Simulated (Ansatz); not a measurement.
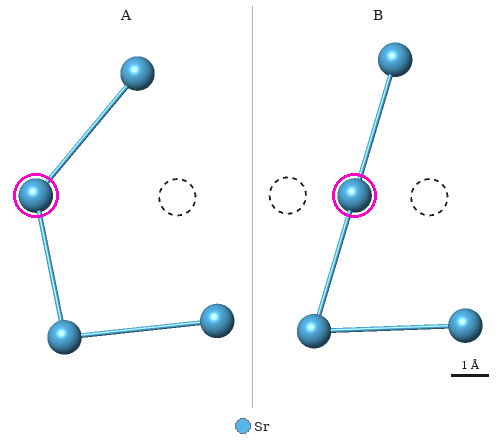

A vacancy jump of strontium in Sr (Im-3m phase), in a neutral cell with 23 atoms, whose images lie 11.6 Å apart. One frame is the relaxed vacancy; in the other the neighbouring Sr atom (ringed) was set half-way along its jump of 4.11 Å and all atoms were relaxed in the symmetry of that start. Dashed circles mark empty sites. A ball-and-stick model of the slice 3.8 Å thick through the jump, out to 5.3 Å from its middle, seen across the jump.

The calculation used Ansatz, DFT PBE, scalar-relativistic, plane waves, PAW. Settings: plane-wave cutoff 420 eV; k-point mesh 4 × 4 × 2; occupations gaussian; smearing width 0.1 eV; no spin polarisation; atoms relaxed in a fixed cell; force threshold 0.02 eV/Å.

Which frame is the half-way one, and how far apart are the two in energy?

Frame B is the half-way start after relaxation. It lies 0.24 eV above the relaxed vacancy. The atom stays half-way, on the straight line. The symmetry of the start was kept and can hold it there, so for a path with one hump at the middle this is the barrier or an upper bound to it. There it has 6 Sr as nearest neighbours, the closest at 4.04 Å. Both cells are metallic on the mesh.
